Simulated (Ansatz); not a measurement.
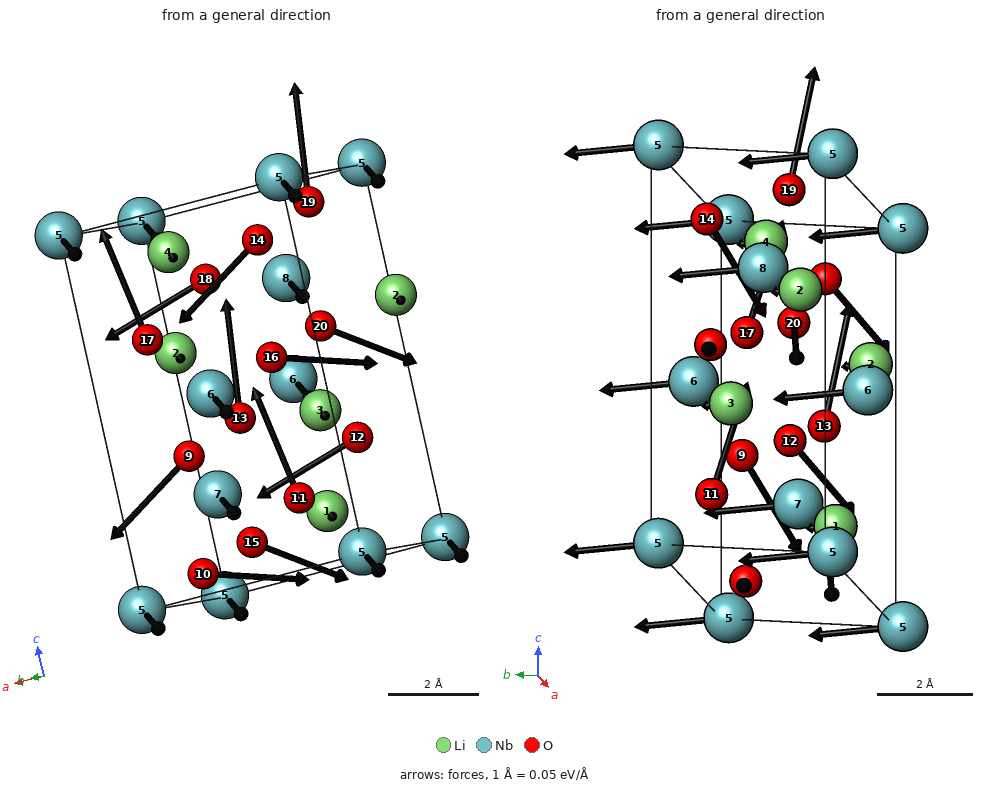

The crystal in a spheres-only representation, seen from two general directions. Lines trace the edges of the simulation cell. The arrows are the computed forces on the atoms.

System: LiNbO₃. Electronic-structure method: DFT, PBE, plane waves, PAW in Ansatz 0.2.0. Parameters: a 420 eV plane-wave basis, a 6×6×4 k-point grid, Fermi-Dirac smearing of 0.02 eV, no spin polarisation.

### Is the structure at rest?

No. The atoms still feel forces of up to about 0.12 eV/Å, above a usual threshold of 0.01 to 0.03 eV/Å.

The initial geometry was a structure listed in the Materials Project. Earlier steps of the study may have refined or changed the cell and positions. It was the input of a calculation with Ansatz.
